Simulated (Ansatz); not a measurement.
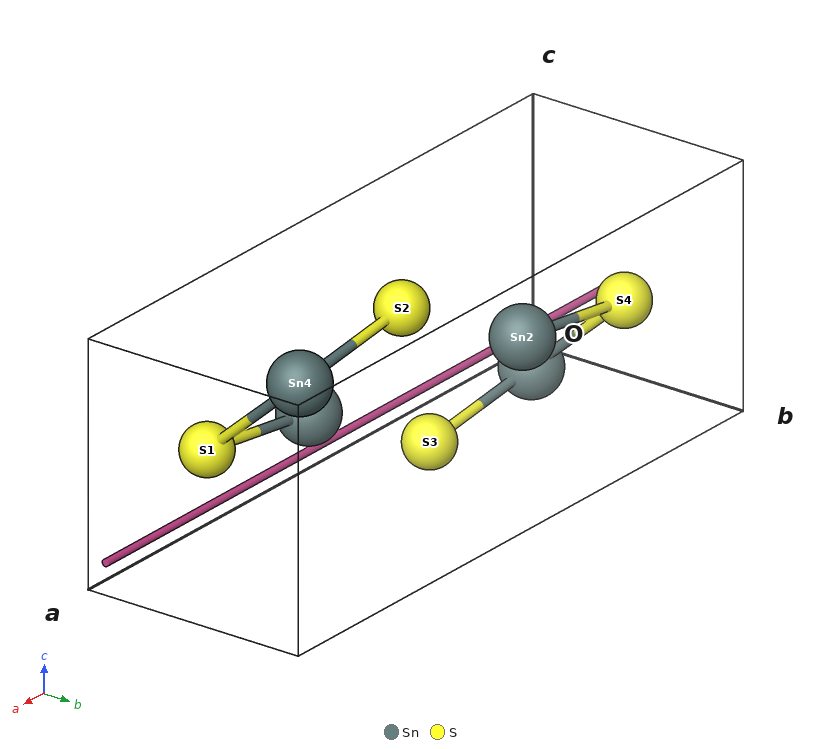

For SnS, a calculation's input that goes back to an entry of the Crystallography Open Database (an earlier step may have relaxed or displaced it): the coloured rod is the axis of a symmetry operation of the crystal. The drawing is computed from the coordinates (standard cell, symmetry found to 0.002 Å).

a = 11.320 Å, b = 4.050 Å, c = 4.242 Å, α = 90.00°, β = 90.00°, γ = 90.00°.

```csv
atom,x,y,z
Sn1,0.1220,0.2500,0.0981
Sn2,0.3780,0.7500,0.5981
Sn3,0.6220,0.2500,0.4019
Sn4,0.8780,0.7500,0.9019
S1,0.8507,0.2500,0.4790
S2,0.6493,0.7500,0.9790
S3,0.3507,0.2500,0.0210
S4,0.1493,0.7500,0.5210
```

Take the operation x, y, z → x+1/2, −y+1/2, −z+1/2.

> What kind of operation is it, and where does it lie?

It is a 2₁ screw rotation with translation (1/2, 0, 0), about the line along [1 0 0] through (1/2, 1/4, 1/4).

> Onto which atom does it carry each atom (up to whole multiples of a, b and c)?

Sn1 → Sn3, Sn2 → Sn4, Sn3 → Sn1, Sn4 → Sn2, S1 → S3, S2 → S4, S3 → S1, S4 → S2.
